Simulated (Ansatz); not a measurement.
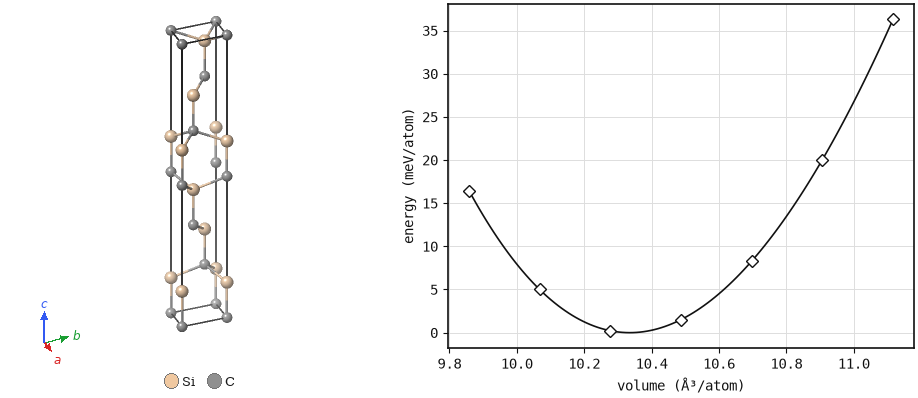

Plotted: energy against volume for SiC, space group P6_3mc (No. 186). The conventional cell is drawn beside the plot.

Cell as given: a = 3.095 Å, b = 3.095 Å, c = 15.170 Å, α = 90.00°, β = 90.00°, γ = 120.00°; 12 atoms.

Calculation (Ansatz 0.2.0): plane-wave DFT, no spin polarisation; energies at scaled volumes of the given cell, shape and fractions fixed, counted from the fit's minimum, third-order Birch-Murnaghan fit. Level: PBEsol.

- k mesh: 10×10×2
- occupations: Fermi–Dirac
- smearing width: 0.05 eV
- potentials: Ansatz PAW
- wave cutoff: 420 eV
- density cutoff: 1680 eV

This calculation gives: equilibrium volume 10.34 Å³/atom and bulk modulus 222 GPa.

Now the level changes from PBEsol to BLYP. Predict the effect.

The equilibrium volume rises from 10.34 to 10.73 Å³/atom (+3.8 %) and the bulk modulus falls from 222 to 198 GPa (−11 %).

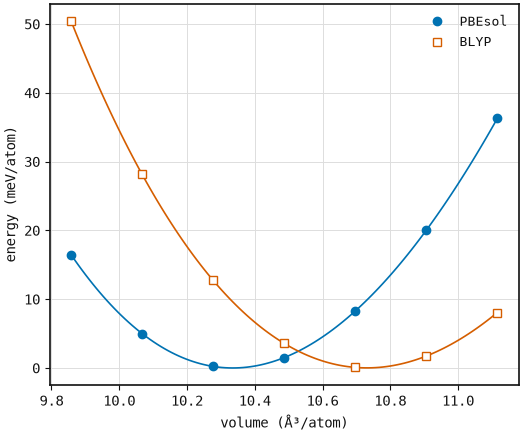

The two results together.

For PBEsol, limits of the calculation: shape and atomic fractions are frozen while scaling, which makes layered, chain and framework solids too stiff.

For BLYP, limits of the calculation: the functional was run on potentials made for another functional; shape and atomic fractions are frozen while scaling, which makes layered, chain and framework solids too stiff.

V0 and the bulk modulus come from third-order Birch–Murnaghan fits.
